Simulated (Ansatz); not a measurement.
## MgO: a changed input and its effect

System: MgO (P6₃mc, 8 atoms in the cell).
Method of the first run: DFT PBE, scalar-relativistic, plane waves, PAW, PAW set soft_1, no spin polarisation (Ansatz 0.2.0).

The structure derives from a Materials Project entry. Text and figures count atoms from 1; the logs count them from 0 in places.

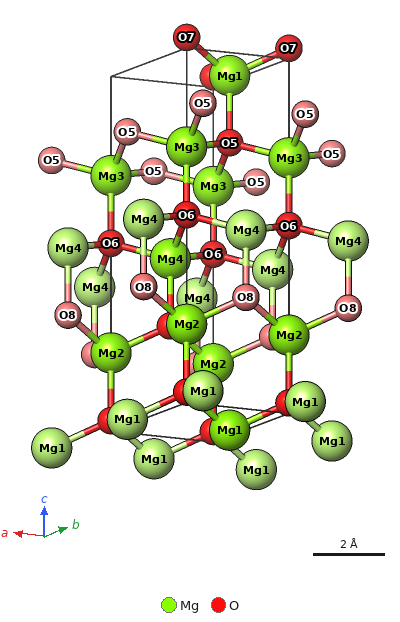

Figure 1. The structure as given in the input (ball-and-stick view of the cell of the calculation, seen at an oblique angle; neighbours outside the cell are drawn fainter; atoms are numbered from 1 in the order of the input). Near neighbours in the crystal (not all of them lie inside the picture): Mg has 4 O at 1.86 to 2.09 Å; O has 4 Mg at 1.86 to 2.09 Å.

### Input, the first run
```yaml
crystal:
  lattice:
    - [3.0191017624, 0.0, 0.0]
    - [-1.5095508812, 2.6146188228, 0.0]
    - [0.0, 0.0, 10.9240159069]
  atoms:
    - { symbol: Mg, position: [0.3333333333, 0.6666666667, 0.9694906392] }
    - { symbol: Mg, position: [0.0, 0.0, 0.2208211786] }
    - { symbol: Mg, position: [0.0, 0.0, 0.7208211786] }
    - { symbol: Mg, position: [0.6666666667, 0.3333333333, 0.4694906392] }
    - { symbol: O, position: [0.3333333333, 0.6666666667, 0.7800420079] }
    - { symbol: O, position: [0.0, 0.0, 0.5296443544] }
    - { symbol: O, position: [0.0, 0.0, 0.0296443544] }
    - { symbol: O, position: [0.6666666667, 0.3333333333, 0.2800420079] }
basis:
  ecutwfc: 520.0
kpoints:
  mp_grid: { grid: [9, 9, 4] }
hamiltonian:
  xc: pbe
  pseudopotentials: { kind: paw, azcp: { folder: soft_1 } }
scf:
  occupations: { method: gaussian, width: 0.05 }
output:
  forces: true
  stress: true
  eigenvalues: true
```

Command:
```bash
ansatz run input.yaml --threads 2 --pin off --max-ram 4096MiB --backend cpu --events-out ev --progress --plain --runs-dir out
```

Hardware: 2 threads of Arm Neoverse N1, 98 GiB of memory available, shared host.

### Output, shortened to warnings, some set-up lines, iterations and results (the first run)
```
Basis set: ecut = 520 eV, 2321 PW (Γ), exchange–correlation on 48×48×180 points (8 copies of the dense FFT grid, shifted against one another)
Symmetry: 12 space group operations
k-points: 36 of 324 (time reversal used)
Initial density: superposition of atomic densities (chi_scale 0.1, normalization cell, long waves kept (reshape's long-wave potential 0.00 eV rms))
[...]
SCF iter   1: F=—  HF=-9975.408883 eV  |F-HF|=—  |Δ(HF+E_count)|=         —  Δρ=7.88e-2  dr2=4.88e0  ethr=3.10e-3  ⟨swp⟩=6.4  Hψ=6479  notcnv=0  defer=1
SCF iter   2: F=—  HF=-9974.529270 eV  |F-HF|=—  |Δ(HF+E_count)|=   8.80e-1  Δρ=4.03e-2  dr2=1.46e0  ethr=3.10e-3  ⟨swp⟩=2.0  Hψ=2886  notcnv=0  defer=138
SCF iter   3: F=—  HF=-9974.418957 eV  |F-HF|=—  |Δ(HF+E_count)|=   1.10e-1  Δρ=7.51e-3  dr2=6.38e-2  ethr=2.28e-3  ⟨swp⟩=3.0  Hψ=2460  notcnv=0  defer=138
SCF iter   4: F=—  HF=-9974.432160 eV  |F-HF|=—  |Δ(HF+E_count)|=   1.32e-2  Δρ=1.43e-3  dr2=1.20e-3  ethr=9.97e-5  ⟨swp⟩=2.0  Hψ=1938  notcnv=0  defer=138
SCF iter   5: F=—  HF=-9974.434514 eV  |F-HF|=—  |Δ(HF+E_count)|=   2.35e-3  Δρ=1.75e-4  dr2=1.71e-5  ethr=1.87e-6  ⟨swp⟩=2.0  Hψ=1999  notcnv=0  defer=66
SCF iter   6: F=—  HF=-9974.434531 eV  |F-HF|=—  |Δ(HF+E_count)|=   1.78e-5  Δρ=4.81e-5  dr2=1.38e-6  ethr=2.67e-8  ⟨swp⟩=2.2  Hψ=2304  notcnv=0  defer=66
SCF iter   7: F=—  HF=-9974.434533 eV  |F-HF|=—  |Δ(HF+E_count)|=   1.77e-6  Δρ=1.47e-5  dr2=1.24e-7  ethr=2.15e-9  ⟨swp⟩=2.0  Hψ=2382  notcnv=0  defer=66
SCF iter   8: F=-9974.434533 eV  HF=-9974.434533 eV  |F-HF|=7.20e-9  |Δ(HF+E_count)|=   7.80e-8  Δρ=2.42e-6  dr2=4.90e-9  ethr=1.56e-10  ⟨swp⟩=9.7  Hψ=5845  notcnv=0
SCF 1 converged in 8 iterations: F = -9974.434533 eV  dr2 = 4.90e-9
SCF converged after 8 iterations
Free energy (F): -9974.434533 eV
Harris-Foulkes:  -9974.434533 eV  (|F-HF|=7.20e-9)
Internal energy: -9974.434533 eV  (E = F + TS)
E sigma→0 (E₀):  -9974.434533 eV
Fermi energy:    7.696363 eV
--- Per-component energies (eV) ---
  E_band       = -1274.212256
  E_kinetic    = 979.448328
  E_local      = -7645.332511  (includes V_loc(G=0)·N_el)
  E_nonlocal   = 990.104652
  E_hartree    = 2627.088173
  E_xc         = -403.309795
  E_vxc        = -516.569705  (∫ρ·V_xc dr)
  E_paw        = -1850.815856  (= ΣΔE_a)
  E_vpaw       = -336.040536  (= ΣTr[D̂ρ^β])
  E_aug_tail   = 0.000673  (compensation charges beyond the density's cutoff)
  E_ewald      = -4671.618198
  E_smearing   = -0.000000  (= −TS)
  E_closure    = -0.000000  (closes the sum)
  Σ components = -9974.434533   (vs F -9974.434533, Δ=0.00e0)
--- Forces (eV/Å), atoms counted from 1 ---
  atom   1  Mg     0.00000000     0.00000000    -1.22216223
  atom   2  Mg     0.00000000     0.00000000    -1.32067635
  atom   3  Mg     0.00000000    -0.00000000    -1.32067635
  atom   4  Mg     0.00000000    -0.00000000    -1.22216223
  atom   5  O     -0.00000000     0.00000000     1.28290678
  atom   6  O     -0.00000000     0.00000000     1.25996744
  atom   7  O     -0.00000000    -0.00000000     1.25996744
  atom   8  O     -0.00000000    -0.00000000     1.28290678
  max |Σ_I F_I| component: 7.13e-5 eV/Å
--- Stress (GPa, compression-positive) ---
       34.262913       0.000000      -0.000000
       -0.000000      34.262913       0.000000
       -0.000000       0.000000      -1.537557
  P = ⅓ Tr σ = 22.3294 GPa (223.294 kbar)
```

The input of the second run differs as follows (lines with − go, lines with + come):
```diff
-basis:
-  ecutwfc: 520.0
+accuracy: low
```

How does the second run compare with the first run?

The free energy of the second run is 1.6 meV per atom higher, which measures how much it depends on this numerical setting. More plane waves can only lower the energy of a fixed Hamiltonian, so the higher cutoff gives the lower value. The number of SCF iterations is the same. The plane waves at Γ go from 2321 to 1669.

### Output, shortened to warnings, some set-up lines, iterations and results (the second run)
```
Basis set: ecut = 420 eV, 1669 PW (Γ), exchange–correlation on 48×48×150 points (8 copies of the dense FFT grid, shifted against one another)
Symmetry: 12 space group operations
k-points: 36 of 324 (time reversal used)
Initial density: superposition of atomic densities (chi_scale 0.1, normalization cell, long waves kept (reshape's long-wave potential 0.00 eV rms))
[...]
SCF iter   1: F=—  HF=-9975.401148 eV  |F-HF|=—  |Δ(HF+E_count)|=         —  Δρ=7.88e-2  dr2=4.88e0  ethr=3.10e-3  ⟨swp⟩=6.4  Hψ=6458  notcnv=0  defer=1
SCF iter   2: F=—  HF=-9974.518668 eV  |F-HF|=—  |Δ(HF+E_count)|=   8.82e-1  Δρ=4.03e-2  dr2=1.46e0  ethr=3.10e-3  ⟨swp⟩=2.0  Hψ=2886  notcnv=0  defer=138
SCF iter   3: F=—  HF=-9974.406344 eV  |F-HF|=—  |Δ(HF+E_count)|=   1.12e-1  Δρ=7.48e-3  dr2=6.34e-2  ethr=2.28e-3  ⟨swp⟩=3.0  Hψ=2460  notcnv=0  defer=138
SCF iter   4: F=—  HF=-9974.419433 eV  |F-HF|=—  |Δ(HF+E_count)|=   1.31e-2  Δρ=1.42e-3  dr2=1.18e-3  ethr=9.91e-5  ⟨swp⟩=2.0  Hψ=1938  notcnv=0  defer=138
SCF iter   5: F=—  HF=-9974.421757 eV  |F-HF|=—  |Δ(HF+E_count)|=   2.32e-3  Δρ=1.75e-4  dr2=1.71e-5  ethr=1.84e-6  ⟨swp⟩=2.0  Hψ=1998  notcnv=0  defer=66
SCF iter   6: F=—  HF=-9974.421810 eV  |F-HF|=—  |Δ(HF+E_count)|=   5.24e-5  Δρ=4.60e-5  dr2=1.28e-6  ethr=2.67e-8  ⟨swp⟩=2.5  Hψ=2248  notcnv=0  defer=66
SCF iter   7: F=—  HF=-9974.421812 eV  |F-HF|=—  |Δ(HF+E_count)|=   1.78e-6  Δρ=1.44e-5  dr2=1.20e-7  ethr=1.56e-10  ⟨swp⟩=10.7  Hψ=7072  notcnv=0
SCF iter   8: F=-9974.421812 eV  HF=-9974.421812 eV  |F-HF|=6.89e-9  |Δ(HF+E_count)|=   6.75e-8  Δρ=2.41e-6  dr2=4.68e-9  ethr=1.56e-10  ⟨swp⟩=4.8  Hψ=4870  notcnv=0
SCF 1 converged in 8 iterations: F = -9974.421812 eV  dr2 = 4.68e-9
SCF converged after 8 iterations
Free energy (F): -9974.421812 eV
Harris-Foulkes:  -9974.421812 eV  (|F-HF|=6.89e-9)
Internal energy: -9974.421812 eV  (E = F + TS)
E sigma→0 (E₀):  -9974.421812 eV
Fermi energy:    7.696262 eV
--- Per-component energies (eV) ---
  E_band       = -1274.159940
  E_kinetic    = 979.836503
  E_local      = -7645.395406  (includes V_loc(G=0)·N_el)
  E_nonlocal   = 989.734308
  E_hartree    = 2627.100285
  E_xc         = -403.415726
  E_vxc        = -516.706324  (∫ρ·V_xc dr)
  E_paw        = -1850.666089  (= ΣΔE_a)
  E_vpaw       = -335.832749  (= ΣTr[D̂ρ^β])
  E_aug_tail   = 0.002511  (compensation charges beyond the density's cutoff)
  E_ewald      = -4671.618198
  E_smearing   = -0.000000  (= −TS)
  E_closure    = -0.000000  (closes the sum)
  Σ components = -9974.421812   (vs F -9974.421812, Δ=0.00e0)
--- Forces (eV/Å), atoms counted from 1 ---
  atom   1  Mg     0.00000000     0.00000000    -1.22303968
  atom   2  Mg    -0.00000000     0.00000000    -1.32163953
  atom   3  Mg     0.00000000    -0.00000000    -1.32163953
  atom   4  Mg     0.00000000    -0.00000000    -1.22303968
  atom   5  O     -0.00000000     0.00000000     1.28380864
  atom   6  O     -0.00000000     0.00000000     1.26090925
  atom   7  O     -0.00000000    -0.00000000     1.26090925
  atom   8  O     -0.00000000    -0.00000000     1.28380864
  max |Σ_I F_I| component: 7.74e-5 eV/Å
--- Stress (GPa, compression-positive) ---
       34.271395      -0.000000      -0.000000
       -0.000000      34.271395       0.000000
       -0.000000       0.000000      -1.537071
  P = ⅓ Tr σ = 22.3352 GPa (223.352 kbar)
```

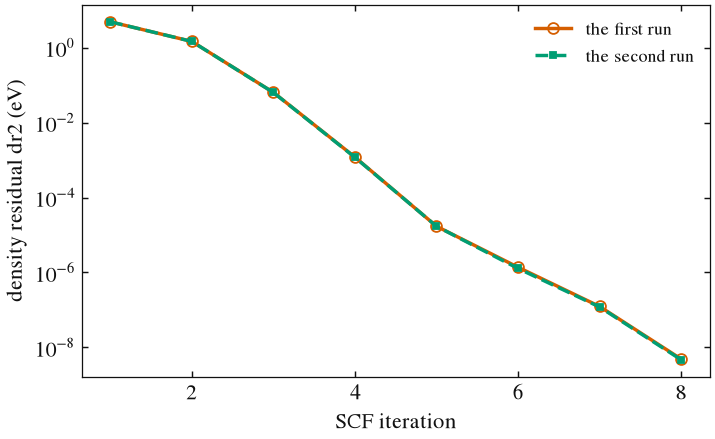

Figure 2. Convergence of the two runs: density residual dr2 against the SCF iteration. The first run takes 8 iterations in all, and the second run takes 8.

### The two runs side by side

| quantity | the first run | the second run |
| --- | --- | --- |
| outcome | converged | converged |
| free energy per atom (eV) | −1246.8043 | −1246.8027 |
| gap on the mesh (eV) | 4.01 | 4.01 |
| pressure (GPa) | 22.33 | 22.34 |
| largest force (eV/Å) | 1.321 | 1.322 |
| SCF iterations | 8 | 8 |
| irreducible k-points | 36 | 36 |
| plane waves at Γ | 2321 | 1669 |
| wall time (shared host) | 13 s | 11 s |

For the second run: These settings are looser than, or depart from, a standard set-up, so the numbers are not reference values for this system. The input asks for low accuracy.
